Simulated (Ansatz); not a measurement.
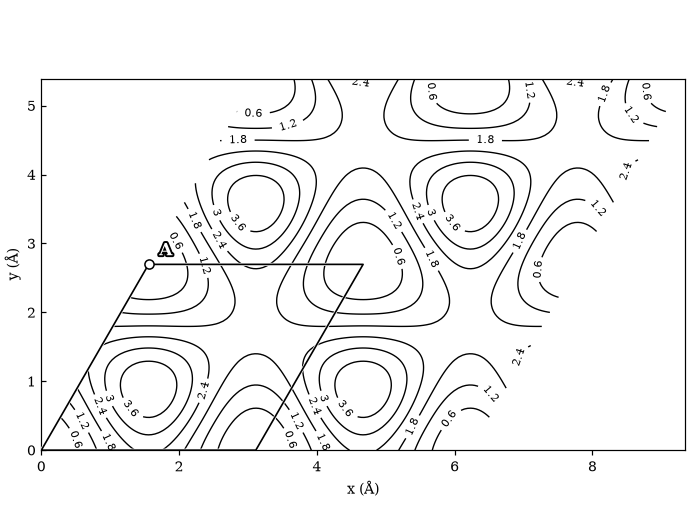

AlN (F-43m, No. 216; 12 atoms in the cell). 
- The crystal above one (1 -1 1) plane is slid rigidly over the crystal below it (one fault a cell, nothing relaxed).
- Places are given modulo a cell vector. The map is drawn in real space over the plane of the slide.
- The scan uses a 6 × 6 grid; 10 points were computed and 26 follow by symmetry.
- Energies: J/m², counted from the lowest grid point.
- All numbers below come from Ansatz 0.2.0, DFT PBE, scalar-relativistic, plane waves, PAW. Settings: cutoff 420 eV, k-mesh 8×8×2 in the order of the run's cell vectors, gaussian smearing 0.05 eV, no spin polarisation.

Drawn: contour lines labelled in J/m², the outline of one cell of the 2 × 2 shown, the point A. Between grid points the surface is interpolated.

**Find the lowest pass out of the well at A.**

The easiest path leads from the well at (0/6, 0/6) of the cell vectors to its copy one period on. Its highest point lies about 1.9 J/m² above the bottom of the first well on the interpolated surface, at about (0.63, 0.63) of the cell vectors. The start is the relaxed structure and all else is held, so a fully relaxed path at this level can only be lower.

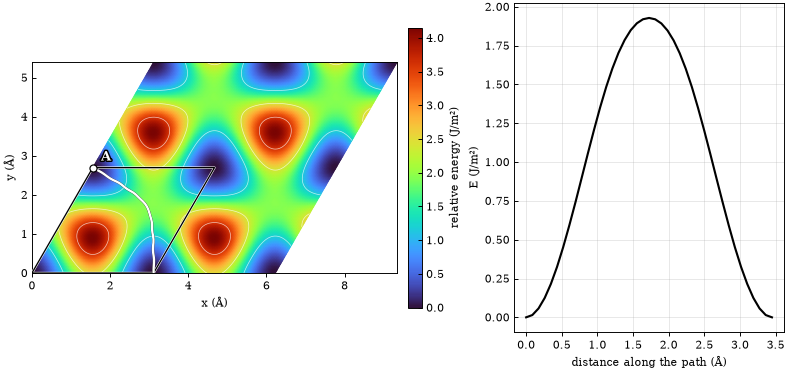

The picture shows a smooth colour map with a few white contour lines, a line along the lowest path, the outline of one cell of the 2 × 2 shown, the energy along the path at the right. Between grid points the surface is interpolated.
